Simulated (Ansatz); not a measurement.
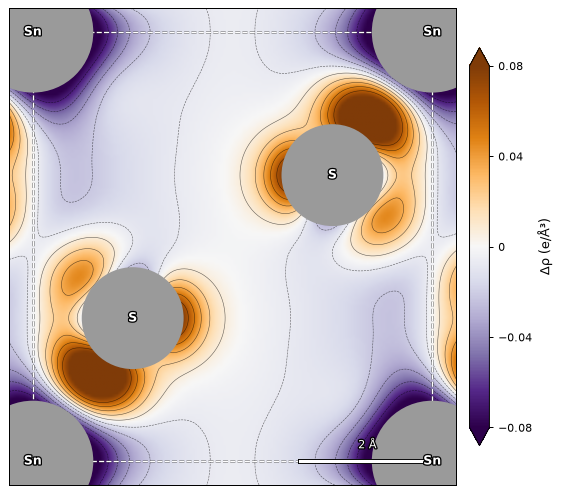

SnS$_{2}$. Density of the crystal less the sum of free-atom densities: a map on the (110) plane of the conventional cell, with grey discs over the atomic cores. Cores are masked to 0.9 Å (Sn) and 0.7 Å (S).

Space group P-3m1; the calculation finds a residual pressure of about 4 GPa at this fixed cell.

Method: DFT PBE, scalar-relativistic, plane waves, PAW in Ansatz 0.2.0.

In a PAW calculation such maps are meaningful between the atoms, not at the nuclei.

The calculation's input:

```
crystal:
  lattice:
    - [3.639, 0.0, 0.0]
    - [-1.8195, 3.1514664444, 0.0]
    - [0.0, 0.0, 5.868]
  atoms:
    - { symbol: Sn, position: [0.0, 0.0, 0.0] }
    - { symbol: S, position: [0.3333333333, 0.6666666667, 0.25] }
    - { symbol: S, position: [0.6666666667, 0.3333333333, 0.75] }
basis:
  ecutwfc: 420
  fft_grid_basis: typed
kpoints:
  mp_grid: { grid: [12, 12, 6] }
hamiltonian:
  xc: pbe
  pseudopotentials: { kind: paw }
scf:
  occupations: { method: gaussian, width: 0.05 }
output:
  forces: true
  stress: true
  eigenvalues: true
  bader: true
  write_density: true
  volumetric_format: npy
  elf: true
```

Command:

```sh
ansatz run input.yaml --threads 1 --pin off --max-ram 3072MiB --backend cpu --events-out ev --progress --plain --runs-dir out
```

The picture shows the conventional cell (a = 3.64 Å, b = 3.64 Å, c = 5.87 Å, α = 90.00°, β = 90.00°, γ = 120.00°).

Describe the bonding charge.

S–Sn (2.56 Å): Δρ is +0.09 e/Å³ at the midpoint. Over the whole cell, outside the masked cores, the largest gain, 0.13 e/Å³, lies 1.0 Å from a sulfur nucleus and 1.6 Å from a tin one, and the largest loss lies at the edge of the masked core of Sn. The rearranged charge, half the integral of |Δρ|, is about 0.24 e an atom. Bader charges: Sn +1.57 and S −0.79 e.
